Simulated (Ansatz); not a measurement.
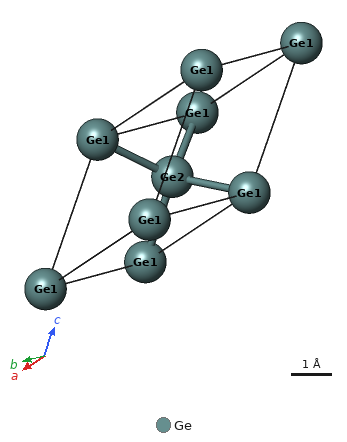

The structure (ball-and-stick view of the reduced cell, seen at an oblique angle; atoms are numbered from 1 in the order of the input). Near neighbours in the crystal (not all of them lie inside the picture): Ge has 4 Ge at 2.46 Å.

# What a change does: band-structure calculation on Ge

System: Ge (2 atoms in the cell).
Method of the first run: DFT, r2SCAN, plane waves, PAW, no spin polarisation (Ansatz 0.2.0).

The structure was built on a prototype by a generator. The geometry comes from this level: r2SCAN (a point of a series of strains). Text and figures count atoms from 1; the logs count them from 0 in places.

### Input, the first run
```yaml
crystal:
  lattice:
    - [0.0, 2.8368735121, 2.8368735121]
    - [2.8632564358, 0.0, 2.8368735121]
    - [2.8632564358, 2.8368735121, 0.0]
  atoms:
    - { symbol: Ge, position: [0.0, 0.0, 0.0] }
    - { symbol: Ge, position: [0.25, 0.25, 0.25] }
kpoints:
  mp_grid: { grid: [8, 8, 8] }
  band_path:
    path:
      - [0.0, 0.0, 0.0]
      - [0.5, 0.0, 0.5]
      - [0.625, 0.25, 0.625]
      - [0.375, 0.375, 0.75]
      - [0.5, 0.5, 0.5]
      - [0.5, 0.25, 0.75]
    npoints: 1
hamiltonian:
  xc: r2scan
scf:
  occupations: { method: fermi_dirac, width: 0.02 }
  n_extra_bands: 4
output:
  forces: true
  stress: true
  eigenvalues: true
```

Hardware: 4 threads of an Arm (aarch64) CPU, shared host.

### Output, shortened to warnings, some set-up lines, iterations and results (the first run)
```
Basis set: ecut = 500 eV, 1219 PW (Γ), exchange–correlation on 120×120×120 points (64 copies of the dense FFT grid, shifted against one another)
Symmetry: 16 space group operations
k-points: 59 of 512
Initial density: superposition of atomic densities (neutral atoms: chi_scale 0, normalization atom), corrected by the library's trained network
[...]
SCF iter   1: F=—  HF=-8605.794470 eV  |F-HF|=—  |Δ(HF+E_count)|=         —  Δρ=6.53e-3  dr2=6.09e-3  dr2_τ=4.25e-3  ethr=1.77e-3  ⟨swp⟩=6.1  Hψ=4938  notcnv=0
SCF iter   2: F=—  HF=-8605.803590 eV  |F-HF|=—  |Δ(HF+E_count)|=   9.12e-3  Δρ=1.42e-3  dr2=5.36e-4  dr2_τ=2.47e-5  ethr=2.17e-5  ⟨swp⟩=2.4  Hψ=2624  notcnv=0
SCF iter   3: F=—  HF=-8605.803543 eV  |F-HF|=—  |Δ(HF+E_count)|=   4.71e-5  Δρ=1.02e-3  dr2=1.50e-4  dr2_τ=1.84e-6  ethr=1.92e-6  ⟨swp⟩=2.0  Hψ=1809  notcnv=0
SCF iter   4: F=—  HF=-8605.803599 eV  |F-HF|=—  |Δ(HF+E_count)|=   5.59e-5  Δρ=5.49e-5  dr2=8.12e-7  dr2_τ=2.86e-8  ethr=5.37e-7  ⟨swp⟩=2.8  Hψ=1859  notcnv=0
SCF iter   5: F=—  HF=-8605.803598 eV  |F-HF|=—  |Δ(HF+E_count)|=   1.14e-7  Δρ=1.04e-5  dr2=2.84e-8  dr2_τ=1.87e-10  ethr=2.90e-9  ⟨swp⟩=2.0  Hψ=1888  notcnv=0
SCF iter   6: F=-8605.803598 eV  HF=-8605.803598 eV  |F-HF|=5.71e-10  |Δ(HF+E_count)|=   6.02e-9  Δρ=9.96e-7  dr2=2.69e-10  dr2_τ=6.09e-12  ethr=1.01e-10  ⟨swp⟩=1.1  Hψ=3194  …
SCF 1 converged in 6 iterations: F = -8605.803598 eV  dr2 = 2.69e-10
NSCF: frozen V_eff on 6 k-points
SCF converged after 6 iterations
Free energy (F): -8605.803598 eV
Harris-Foulkes:  -8605.803598 eV  (|F-HF|=5.71e-10)
Internal energy: -8605.803595 eV  (E = F + TS)
E sigma→0 (E₀):  -8605.803597 eV
Entropy (-TS):   -0.000003 eV (-0.002 meV/atom)
Fermi energy:    8.301106 eV
--- Per-component energies (eV) ---
  E_band       = -323.340905
  E_kinetic    = 221.715489
  E_local      = -4969.448934  (includes V_loc(G=0)·N_el)
  E_nonlocal   = 839.892444
  E_hartree    = 2181.857773
  E_xc         = -138.046005
  E_vxc        = -135.598308  (∫ρ·V_xc dr)
  E_paw        = -4068.231950  (= ΣΔE_a)
  E_vpaw       = -651.240333  (= ΣTr[D̂ρ^β])
  E_aug_tail   = 0.000032  (compensation charges beyond the density's cutoff)
  E_vtau       = 7.622014  (kinetic-family band-sum trace: ∫τ·v_τ [+ j·A + Jᵃ·Aᵃ] dr)
  E_ewald      = -2671.370913
  E_core_change = -2.171532  (= ΣΔE_core)
  E_smearing   = -0.000003  (= −TS)
  E_closure    = -0.000000  (closes the sum)
  Σ components = -8605.803598   (vs F -8605.803598, Δ=0.00e0)
--- Forces (eV/Å), atoms counted from 1 ---
  atom   1  Ge     0.00000000     0.00000000     0.00000000
  atom   2  Ge     0.00000000     0.00000000    -0.00000000
  max |Σ_I F_I| component: 4.16e-17 eV/Å
--- Stress (GPa, compression-positive) ---
       -1.178563       0.000000       0.000000
        0.000000      -0.400168       0.000000
        0.000000      -0.000000      -0.400168
  P = ⅓ Tr σ = -0.6596 GPa (-6.596 kbar)
```

The input of the second run differs as follows (lines with − go, lines with + come):
```diff
-  xc: r2scan
+  xc: pbe
```

How does the second run compare with the first run?

The total energies belong to different methods, so their difference says nothing on which is more stable or more accurate. The gap of 0.25 eV on the mesh closes. The pressure goes from −0.66 to 2.37 GPa. The functional changes from r2SCAN to PBE. The number of SCF iterations is the same. The default cutoff goes from 500 to 420 eV with the change. The plane waves at Γ go from 1219 to 909.

### Output, shortened to warnings, some set-up lines, iterations and results (the second run)
```
Basis set: ecut = 420 eV, 909 PW (Γ), exchange–correlation on 54×54×54 points (8 copies of the dense FFT grid, shifted against one another)
Symmetry: 16 space group operations
k-points: 59 of 512
Initial density: superposition of atomic densities (neutral atoms: chi_scale 0, normalization atom), corrected by the library's trained network
[...]
SCF iter   1: F=—  HF=-8589.944649 eV  |F-HF|=—  |Δ(HF+E_count)|=         —  Δρ=1.37e-3  dr2=9.17e-4  ethr=1.77e-3  ⟨swp⟩=6.0  Hψ=4929  notcnv=0
SCF iter   2: F=—  HF=-8589.944306 eV  |F-HF|=—  |Δ(HF+E_count)|=   3.43e-4  Δρ=9.49e-4  dr2=4.41e-4  ethr=3.28e-6  ⟨swp⟩=2.0  Hψ=2367  notcnv=0
SCF iter   3: F=—  HF=-8589.944301 eV  |F-HF|=—  |Δ(HF+E_count)|=   4.50e-6  Δρ=5.55e-4  dr2=2.23e-4  ethr=1.58e-6  ⟨swp⟩=2.0  Hψ=1652  notcnv=0
SCF iter   4: F=—  HF=-8589.944420 eV  |F-HF|=—  |Δ(HF+E_count)|=   1.19e-4  Δρ=2.84e-4  dr2=2.94e-5  ethr=7.97e-7  ⟨swp⟩=3.0  Hψ=1942  notcnv=0
SCF iter   5: F=—  HF=-8589.944418 eV  |F-HF|=—  |Δ(HF+E_count)|=   2.48e-6  Δρ=6.56e-5  dr2=2.12e-6  ethr=1.05e-7  ⟨swp⟩=2.0  Hψ=1890  notcnv=0
SCF iter   6: F=-8589.944420 eV  HF=-8589.944420 eV  |F-HF|=2.95e-8  |Δ(HF+E_count)|=   2.71e-6  Δρ=1.80e-5  dr2=6.56e-8  ethr=3.57e-10  ⟨swp⟩=3.8  Hψ=4908  notcnv=0
SCF 1 converged in 6 iterations: F = -8589.944420 eV  dr2 = 6.56e-8
NSCF: frozen V_eff on 6 k-points
SCF converged after 6 iterations
Free energy (F): -8589.944420 eV
Harris-Foulkes:  -8589.944420 eV  (|F-HF|=2.95e-8)
Internal energy: -8589.944290 eV  (E = F + TS)
E sigma→0 (E₀):  -8589.944355 eV
Entropy (-TS):   -0.000130 eV (-0.065 meV/atom)
Fermi energy:    8.369963 eV
--- Per-component energies (eV) ---
  E_band       = -303.917323
  E_kinetic    = 222.751377
  E_local      = -4966.329526  (includes V_loc(G=0)·N_el)
  E_nonlocal   = 836.973590
  E_hartree    = 2178.783432
  E_xc         = -151.062848
  E_vxc        = -129.113663  (∫ρ·V_xc dr)
  E_paw        = -4039.689994  (= ΣΔE_a)
  E_vpaw       = -625.778390  (= ΣTr[D̂ρ^β])
  E_aug_tail   = 0.000591  (compensation charges beyond the density's cutoff)
  E_ewald      = -2671.370913
  E_smearing   = -0.000130  (= −TS)
  E_closure    = 0.000000  (closes the sum)
  Σ components = -8589.944420   (vs F -8589.944420, Δ=0.00e0)
--- Forces (eV/Å), atoms counted from 1 ---
  atom   1  Ge     0.00000000     0.00000000    -0.00000000
  atom   2  Ge     0.00000000     0.00000000    -0.00000000
  max |Σ_I F_I| component: 4.16e-17 eV/Å
--- Stress (GPa, compression-positive) ---
        1.951784       0.000000       0.000000
        0.000000       2.576186       0.000000
        0.000000       0.000000       2.576186
  P = ⅓ Tr σ = 2.3681 GPa (23.681 kbar)
```

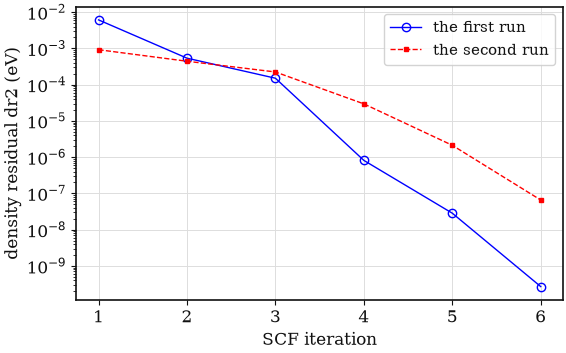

Convergence of the two runs: density residual dr2 against the SCF iteration. The first run takes 6 iterations in all, and the second run takes 6.

### The two runs side by side

| quantity | the first run | the second run |
| --- | --- | --- |
| outcome | converged | converged |
| free energy per atom (eV) | −4302.9018 | −4294.9722 |
| gap on the mesh (eV) | 0.25 | 0.00 |
| pressure (GPa) | −0.66 | 2.37 |
| largest force (eV/Å) | 0.000 | 0.000 |
| SCF iterations | 6 | 6 |
| irreducible k-points | 59 | 59 |
| plane waves at Γ | 1219 | 909 |
| wall time (shared host) | 2.1 s | 1.2 s |
